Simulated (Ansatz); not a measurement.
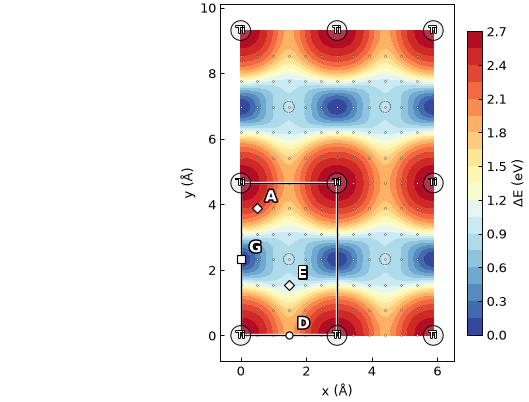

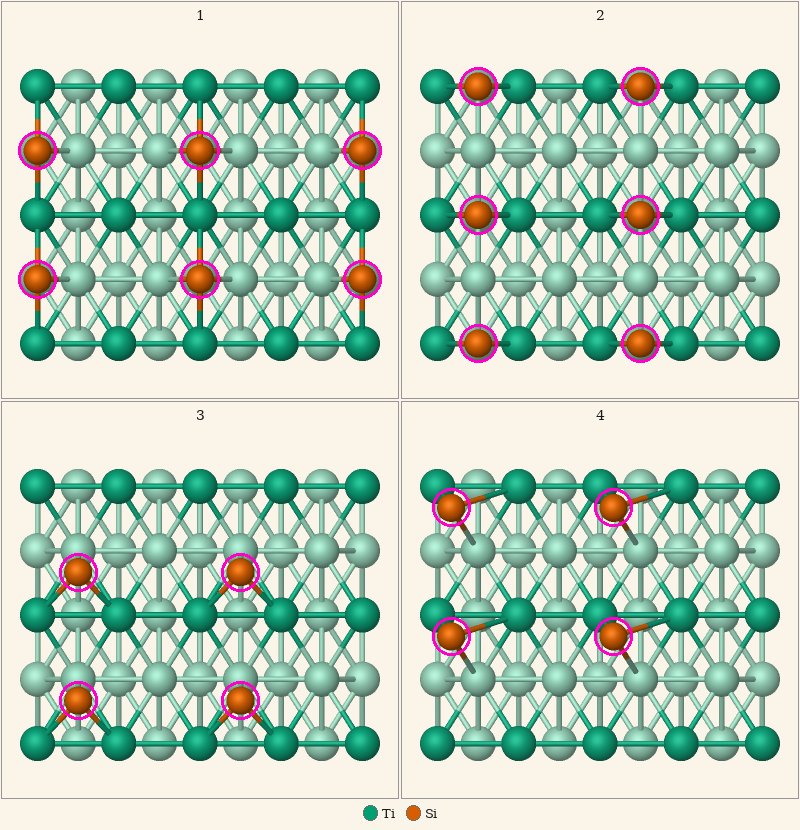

Si on a Ti(100) slab cut from the P6_3/mmc phase, its upper half relaxed before the scan (12 atoms of substrate and one adsorbate in a 2 × 1 cell). Si is moved over the surface cell; relaxed at each place: the height of the adsorbate's atoms; substrate rigid; the origin of the map has the adsorbate above Ti11. Places are given modulo a cell vector. The map is drawn in real space over the plane of the surface. The grid has 6 × 6 points; 16 points were computed and 20 follow by symmetry. Places are given in fractions of the 1 × 1 surface cell. All energies are given in eV relative to the lowest grid point. Method: Ansatz, DFT PBE, scalar-relativistic, plane waves, PAW. Settings: cutoff 420 eV, k-mesh 5×6×1, gaussian smearing 0.1 eV, no spin polarisation.

The picture shows filled contours, dots at the grid points, labelled circles for the atoms of the top layer and small ones for the second layer, the outline of one cell of the 2 × 2 shown, lettered points. Between grid points the surface is interpolated. The numbered pictures are the structures at these points, in random order. Rings mark the moved atoms.

Question: Which structure belongs to which point?

Answer: A is structure 4: (1/6, 5/6) of the cell vectors [nearest 1 Ti at 2.34 Å], 2.29 eV; D is structure 2: a bridge site between two Ti atoms, over a third-layer Ti atom, (3/6, 0/6) of the cell vectors, 1.90 eV; E is structure 3: (3/6, 2/6) of the cell vectors [nearest 1 Ti at 2.44 Å], 1.00 eV; G is structure 1: the trough between two rows of top atoms, (0/6, 3/6) of the cell vectors, 0.00 eV.

PAW datasets: the set soft_1.
